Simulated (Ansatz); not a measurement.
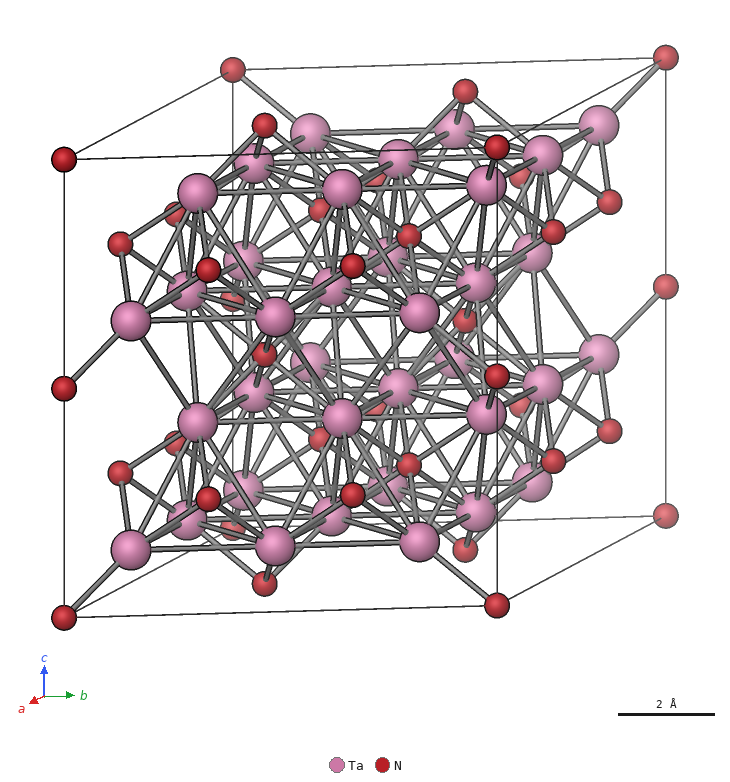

Fig. 1: The structure (ball-and-stick view of the cell of the calculation, seen slightly off an axis). An atom can appear more than once, as a periodic image.

## Single-point calculation of Ta2N (part 1 of 2)

The run: single-point calculation of Ta2N (P-31m, 54 atoms in the cell). Method and program: DFT PBE, scalar-relativistic, plane waves, PAW, no spin polarisation (Ansatz 0.2.0).

The structure derives from a Materials Project entry.

Input
```yaml
crystal:
  lattice:
    - [7.944858, 4.586966, 0.0]
    - [-7.944858, 4.586966, 0.0]
    - [0.0, 0.0, 9.878365]
  atoms:
    - { symbol: Ta, position: [0.110908, 0.555454, 0.376809] }
    - { symbol: Ta, position: [0.110908, 0.555454, 0.876809] }
    - { symbol: Ta, position: [0.444241, 0.222121, 0.376809] }
    - { symbol: Ta, position: [0.444241, 0.222121, 0.876809] }
    - { symbol: Ta, position: [0.777574, 0.888787, 0.376809] }
    - { symbol: Ta, position: [0.777574, 0.888787, 0.876809] }
    - { symbol: Ta, position: [0.111213, 0.222426, 0.376809] }
    - { symbol: Ta, position: [0.111213, 0.222426, 0.876809] }
    - { symbol: Ta, position: [0.444546, 0.889092, 0.376809] }
    - { symbol: Ta, position: [0.444546, 0.889092, 0.876809] }
    - { symbol: Ta, position: [0.777879, 0.555759, 0.376809] }
    - { symbol: Ta, position: [0.777879, 0.555759, 0.876809] }
    - { symbol: Ta, position: [0.111213, 0.888787, 0.376809] }
    - { symbol: Ta, position: [0.111213, 0.888787, 0.876809] }
    - { symbol: Ta, position: [0.444546, 0.555454, 0.376809] }
    - { symbol: Ta, position: [0.444546, 0.555454, 0.876809] }
    - { symbol: Ta, position: [0.777879, 0.222121, 0.376809] }
    - { symbol: Ta, position: [0.777879, 0.222121, 0.876809] }
    - { symbol: Ta, position: [0.222426, 0.111213, 0.123191] }
    - { symbol: Ta, position: [0.222426, 0.111213, 0.623191] }
    - { symbol: Ta, position: [0.555759, 0.777879, 0.123191] }
    - { symbol: Ta, position: [0.555759, 0.777879, 0.623191] }
    - { symbol: Ta, position: [0.889092, 0.444546, 0.123191] }
    - { symbol: Ta, position: [0.889092, 0.444546, 0.623191] }
    - { symbol: Ta, position: [0.222121, 0.444241, 0.123191] }
    - { symbol: Ta, position: [0.222121, 0.444241, 0.623191] }
    - { symbol: Ta, position: [0.555454, 0.110908, 0.123191] }
    - { symbol: Ta, position: [0.555454, 0.110908, 0.623191] }
    - { symbol: Ta, position: [0.888787, 0.777574, 0.123191] }
    - { symbol: Ta, position: [0.888787, 0.777574, 0.623191] }
    - { symbol: Ta, position: [0.222121, 0.777879, 0.123191] }
    - { symbol: Ta, position: [0.222121, 0.777879, 0.623191] }
    - { symbol: Ta, position: [0.555454, 0.444546, 0.123191] }
    - { symbol: Ta, position: [0.555454, 0.444546, 0.623191] }
    - { symbol: Ta, position: [0.888787, 0.111213, 0.123191] }
    - { symbol: Ta, position: [0.888787, 0.111213, 0.623191] }
    - { symbol: "N", position: [0.0, 0.333333, 0.25] }
    - { symbol: "N", position: [0.0, 0.333333, 0.75] }
    - { symbol: "N", position: [0.333333, 0.0, 0.25] }
    - { symbol: "N", position: [0.333333, 0.0, 0.75] }
    - { symbol: "N", position: [0.666667, 0.666667, 0.25] }
    - { symbol: "N", position: [0.666667, 0.666667, 0.75] }
    - { symbol: "N", position: [0.0, 0.666667, 0.25] }
    - { symbol: "N", position: [0.0, 0.666667, 0.75] }
    - { symbol: "N", position: [0.333333, 0.333333, 0.25] }
    - { symbol: "N", position: [0.333333, 0.333333, 0.75] }
    - { symbol: "N", position: [0.666667, 0.0, 0.25] }
    - { symbol: "N", position: [0.666667, 0.0, 0.75] }
    - { symbol: "N", position: [0.0, 0.0, 0.0] }
    - { symbol: "N", position: [0.0, 0.0, 0.5] }
    - { symbol: "N", position: [0.333333, 0.666667, 0.0] }
    - { symbol: "N", position: [0.333333, 0.666667, 0.5] }
    - { symbol: "N", position: [0.666667, 0.333333, 0.0] }
    - { symbol: "N", position: [0.666667, 0.333333, 0.5] }
basis:
  ecutwfc: 420
  fft_grid_basis: typed
kpoints:
  mp_grid: { grid: [3, 3, 1] }
hamiltonian:
  xc: pbe
  pseudopotentials: { kind: paw }
scf:
  occupations: { method: gaussian, width: 0.05 }
output:
  forces: true
  stress: false
  eigenvalues: true
  bader: false
  write_density: true
  volumetric_format: npy
```

Launch command:
```bash
ansatz run input.yaml --threads 8 --pin off --max-ram 16384MiB --backend cpu --events-out ev --progress --plain --runs-dir out
```

What the program printed
```
Warning: the atoms were moved onto the symmetric positions of the space group found under crystal.symmetry.tolerance 1.0e-5 (fractional; no operation is sought that the atoms, as they stand in a round, miss by more than twice it, and no atom is moved by as much as it), and the run uses the moved positions. Before a round's move an operation carried an atom to 1.06e-5 Å from where it should land, the largest such distance. Atom 16 (counting from 0) moved farthest, by 7.06e-6 Å; the longest move in fractions of the cell, of whichever atom, is 0.06 of the tolerance, in 1 round. To run the atoms as typed, lower crystal.symmetry.tolerance until the operations that they miss are no longer found, or set crystal.symmetry.detect: false (a key that needs symmetry detection or time reversal refuses this as the deck is read). The positions used, in the order of the run's atom list: position: [0.11090777777777776, 0.5554538888888889, 0.376809]; position: [0.11090777777777776, 0.5554538888888889, 0.876809]; position: [0.4442411111111111, 0.22212055555555554, 0.376809]; position: [0.4442411111111111, 0.22212055555555554, 0.876809]; position: [0.7775744444444445, 0.8887872222222223, 0.376809]; position: [0.7775744444444445, 0.8887872222222223, 0.876809]; position: [0.11121277777777777, 0.22242555555555554, 0.376809]; position: [0.11121277777777777, 0.22242555555555554, 0.876809]; position: [0.4445461111111111, 0.8890922222222222, 0.376809]; position: [0.4445461111111111, 0.8890922222222222, 0.876809]; position: [0.7778794444444445, 0.5557588888888889, 0.376809]; position: [0.7778794444444445, 0.5557588888888889, 0.876809]; position: [0.11121277777777777, 0.8887872222222223, 0.376809]; position: [0.11121277777777777, 0.8887872222222223, 0.876809]; position: [0.4445461111111111, 0.5554538888888889, 0.376809]; position: [0.4445461111111111, 0.5554538888888889, 0.876809]; position: [0.7778794444444445, 0.22212055555555554, 0.376809]; position: [0.7778794444444445, 0.22212055555555554, 0.876809]; position: [0.22242555555555554, 0.11121277777777777, 0.123191]; position: [0.22242555555555554, 0.11121277777777777, 0.623191]; position: [0.5557588888888889, 0.7778794444444445, 0.123191]; position: [0.5557588888888889, 0.7778794444444445, 0.623191]; position: [0.8890922222222222, 0.4445461111111111, 0.123191]; position: [0.8890922222222222, 0.4445461111111111, 0.623191]; position: [0.22212055555555554, 0.4442411111111111, 0.123191]; position: [0.22212055555555554, 0.4442411111111111, 0.623191]; position: [0.5554538888888889, 0.11090777777777776, 0.123191]; position: [0.5554538888888889, 0.11090777777777776, 0.623191]; position: [0.8887872222222223, 0.7775744444444445, 0.123191]; position: [0.8887872222222223, 0.7775744444444445, 0.623191]; position: [0.22212055555555554, 0.7778794444444445, 0.123191]; position: [0.22212055555555554, 0.7778794444444445, 0.623191]; position: [0.5554538888888889, 0.4445461111111111, 0.123191]; position: [0.5554538888888889, 0.4445461111111111, 0.623191]; position: [0.8887872222222223, 0.11121277777777777, 0.123191]; position: [0.8887872222222223, 0.11121277777777777, 0.623191]; position: [0.0, 0.3333333333333333, 0.25]; position: [0.0, 0.3333333333333333, 0.75]; position: [0.3333333333333333, 0.0, 0.25]; position: [0.3333333333333333, 0.0, 0.75]; position: [0.6666666666666666, 0.6666666666666666, 0.25]; position: [0.6666666666666666, 0.6666666666666666, 0.75]; position: [0.0, 0.6666666666666666, 0.25]; position: [0.0, 0.6666666666666666, 0.75]; position: [0.3333333333333333, 0.3333333333333333, 0.25]; position: [0.3333333333333333, 0.3333333333333333, 0.75]; position: [0.6666666666666666, 0.0, 0.25]; position: [0.6666666666666666, 0.0, 0.75]; position: [0.0, 0.0, 0.0]; position: [0.0, 0.0, 0.5]; position: [0.3333333333333333, 0.6666666666666666, 0.0]; position: [0.3333333333333333, 0.6666666666666666, 0.5]; position: [0.6666666666666666, 0.3333333333333333, 0.0]; position: [0.6666666666666666, 0.3333333333333333, 0.5]; The lattice was moved too: crystal.lattice keeps the space group found at crystal.symmetry.tolerance 1.0e-5 only nearly: the operation that it misses by the most changes a squared length by the fraction 3.59e-8. The run uses the lattice that is a stretch of the typed one, with no rotation, onto the one that keeps every operation to a double's rounding (on a very oblique basis the stretch itself rounds by more); the deck's lattice vector that moved farthest moved by 9.50e-8 Å. To run the lattice as typed, set crystal.symmetry.tolerance under 3.58e-8, the least fraction by which an operation that the lattice misses changes a squared length (the same key also sets how far an atom may lie from its image, so lowering it can lose operations that the atoms keep only within it), or set crystal.symmetry.detect: false, as for the atoms. crystal.lattice made exact, in Å and degrees: [[7.944858082295492, 4.586965952486676, 0.0], [-7.944858082295492, 4.586965952486676, 0.0], [0.0, 0.0, 9.878365]]. Pasted over the deck's crystal.lattice, beside positions in fractional coordinates, it runs the same cell (given as lengths and angles, that cell in the form's own orientation, a rigid turn of the misfit's size from the one run here, for which a checkpoint.post_process_only pass over this run's state can be refused: where this run relaxes nothing, give such a pass this deck's own crystal.lattice, as typed; behind a relaxation, as crystal.lattice, the state's own cell, identity.cell in its checkpoint.json), and a matrix so pasted ends this notice, except on a very skew basis of the lattice, where the rounding of the pasted numbers themselves can read as a misfit: the cell is then moved again, and that move is told again. The lattice as run is in this notice's lattice.as_run_ang field (Run.prep()["deck_notices"] in Python, the deck_notice line of an events file, deck_notices of ansatz run --dry-run=json, or deck_notices in record.json in the deck's checkpoint.write directory).
Engine: ansatz 0.2.0, aarch64-unknown-linux-gnu
Pseudopotentials: kind: paw
Pseudopotential: Ta, paw, valence charge 13, recommended cutoff 420 eV (normal), Ta.paw.azcp
Pseudopotential: N, paw, valence charge 5, recommended cutoff 420 eV (normal), N.paw.azcp
Functional definition: PBE
  parameter kappa = 0.804
  parameter beta = 0.06672455060314922
  exchange = pbe_x(kappa = kappa, mu = beta*pi^2/3)
  correlation = pbe_c(beta = beta)
Crystal: 54 atoms, lattice volume = 719.990 Å³
Basis set: ecut = 420 eV, 14121 PW (Γ), exchange–correlation on 128×128×144 points (8 copies of the dense FFT grid, shifted against one another)
Bands: 335, of which v1, the nominal top of the filled ones, is band 279 counted from 1 (278 counted from 0)
Symmetry: 72 space group operations
Space group: P-31m (ITA 162), of the structure as read, at distance tolerance 9.0e-5 Å
k-points: 3 of 9
Non-local potential: Ta, projectors of the file, l = 0: 3, l = 1: 2, l = 2: 2, l = 3: 1
Non-local potential: N, projectors of the file, l = 0: 2, l = 1: 2, l = 2: 1
PAW form: soft (Blöchl's): semilocal exchange-correlation on the pseudo side does not see the compensation charge
PAW one-centre angular grid: Ta, 590 points (default); XC on 64 Gauss nodes
PAW one-centre angular grid: N, 110 points (default); XC on 64 Gauss nodes
Initial density: superposition of atomic densities (neutral atoms: chi_scale 0, normalization atom), corrected by the library's trained network
Initial wavefunctions: pseudopotential atomic-orbital guess
Functional: x = pbe(κ = 0.804, μ = 0.2195149727645171), c = pbe(β = 0.06672455060314922)
SCF iter   1: F=—  HF=-364522.210688 eV  |F-HF|=—  |Δ(HF+E_count)|=         —  Δρ=6.76e-3  dr2=3.12e-1  ethr=1.77e-3  ⟨swp⟩=5.3  Hψ=3856  notcnv=0  defer=45
preconditioner: auto → Resta (q_TF=auto, 2.615 Å⁻¹)  ε∞=9.3  [insulator: Δε(μ)=0.102 eV  Ē_g=7.909 eV  σ=0.050 eV  W_gap=0.82  n_scr=212 (ndim 8)  ℏωp=22.7 eV  f_vac=0.000  D(μ)=17.24/eV (n_scr^D=108)  ε∞_Penn≈9.3]
SCF iter   2: F=—  HF=-364522.165736 eV  |F-HF|=—  |Δ(HF+E_count)|=   4.50e-2  Δρ=3.67e-3  dr2=8.62e-2  ethr=5.58e-5  ⟨swp⟩=2.0  Hψ=1286  notcnv=0  defer=74
SCF iter   3: F=—  HF=-364522.155728 eV  |F-HF|=—  |Δ(HF+E_count)|=   1.00e-2  Δρ=6.76e-4  dr2=3.38e-3  ethr=1.54e-5  ⟨swp⟩=2.0  Hψ=1199  notcnv=0  defer=38
automatic band count: iteration 3 solves 323 bands in place of 335: the levels show a gap, and the empty bands left out lie too high to hold charge; the band table lists the bands solved (type scf.n_extra_bands for more)
SCF iter   4: F=—  HF=-364522.155279 eV  |F-HF|=—  |Δ(HF+E_count)|=   4.49e-4  Δρ=1.40e-4  dr2=1.10e-4  ethr=6.05e-7  ⟨swp⟩=2.0  Hψ=1247  notcnv=0  defer=38
SCF iter   5: F=—  HF=-364522.155010 eV  |F-HF|=—  |Δ(HF+E_count)|=   2.69e-4  Δρ=2.70e-5  dr2=5.09e-6  ethr=1.98e-8  ⟨swp⟩=2.0  Hψ=1280  notcnv=0  defer=38
SCF iter   6: F=—  HF=-364522.156531 eV  |F-HF|=—  |Δ(HF+E_count)|=   1.52e-3  Δρ=6.95e-6  dr2=2.56e-7  ethr=9.12e-10  ⟨swp⟩=2.0  Hψ=1282  notcnv=0  defer=38
SCF iter   7: F=-364522.156531 eV  HF=-364522.156531 eV  |F-HF|=3.14e-9  |Δ(HF+E_count)|=   1.72e-8  Δρ=1.08e-6  dr2=8.45e-9  ethr=1.79e-11  ⟨swp⟩=11.3  Hψ=4025  notcnv=0
SCF 1 converged in 7 iterations: F = -364522.156531 eV  dr2 = 8.45e-9
  greatest PAW one-centre occupation: 0.999 electrons in one spin orbital (limit 2), on the Ta atom at site 35 (counted from 0), in its partial waves of l = 0
SCF converged after 7 iterations
Free energy (F): -364522.156531 eV
Harris-Foulkes:  -364522.156531 eV  (|F-HF|=3.14e-9)
Internal energy: -364522.133646 eV  (E = F + TS)
E sigma→0 (E₀):  -364522.145088 eV
Entropy (-TS):   -0.022885 eV (-0.424 meV/atom)
Fermi energy:    19.819871 eV
--- Per-component energies (eV) ---
  E_band       = -3015.394308
  E_kinetic    = 15595.503862
  E_local      = -21843.216623  (includes V_loc(G=0)·N_el)
  E_nonlocal   = 1332.952176
  E_hartree    = 7545.034070
  E_xc         = -8977.620029
  E_vxc        = -8763.898354  (∫ρ·V_xc dr)
  E_paw        = -304578.407434  (= ΣΔE_a)
  E_vpaw       = -4426.808172  (= ΣTr[D̂ρ^β])
  E_aug_tail   = 0.007608  (compensation charges beyond the density's cutoff)
  E_ewald      = -53596.387275
  E_smearing   = -0.022885  (= −TS)
  E_closure    = 0.000000  (closes the sum)
  Σ components = -364522.156531   (vs F -364522.156531, Δ=0.00e0)
```
